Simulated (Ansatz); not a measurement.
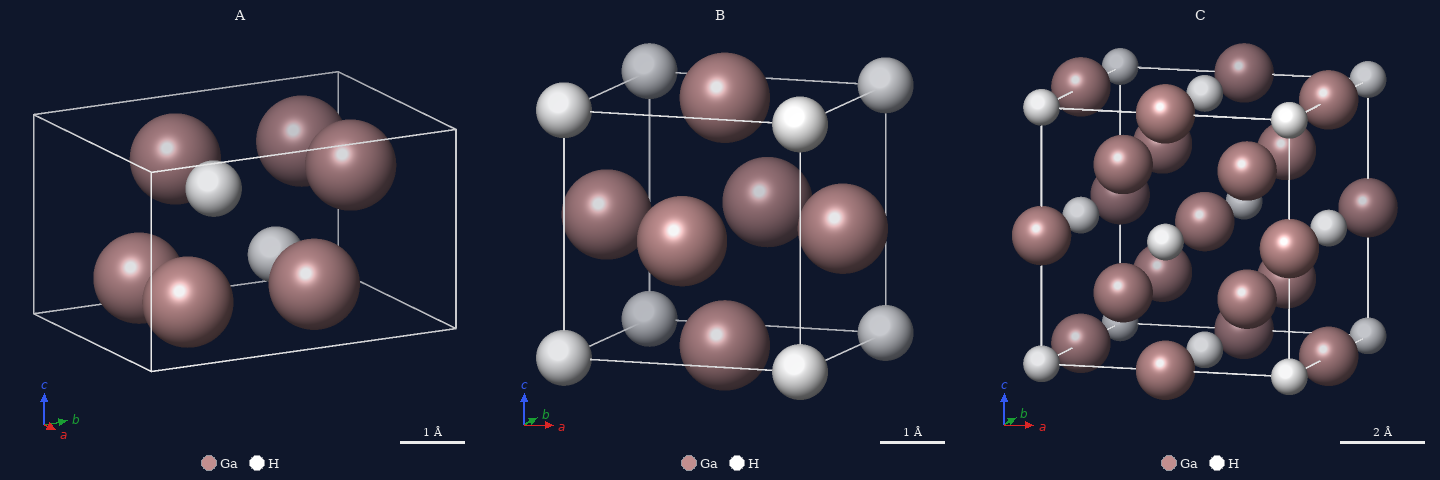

Three structures of Ga₃H, each relaxed to rest (conventional cells in solid outline, small ones repeated, each panel with its own scale). Method: Ansatz, DFT PBE, scalar-relativistic, plane waves, PAW, without spin polarisation.

Give the type and space group of each panel.

A: 8 atoms a cell on a primitive hexagonal lattice, P6_3/mmc; B: Cu₃Au (L1₂) type, Pm-3m; C: D0₃ (BiF₃ or Fe₃Al type), Fm-3m.

Rank them by energy, lowest first.

A, then C (+89 meV/atom) and B (+135 meV/atom), energies at zero smearing.

Collect the results in a table.

| panel | structure | E − E(lowest) (meV/atom) | volume (Å³/atom) | gap (eV) |
| --- | --- | --- | --- | --- |
| A | P6_3/mmc | 0 | 16.0 | metal |
| C | Fm-3m | 89 | 15.4 | metal |
| B | Pm-3m | 135 | 15.7 | metal |

Some of these may be structure types tried for this composition rather than known phases, and the most stable form need not be among them. Gaps are taken on the k-mesh or band path of each run.
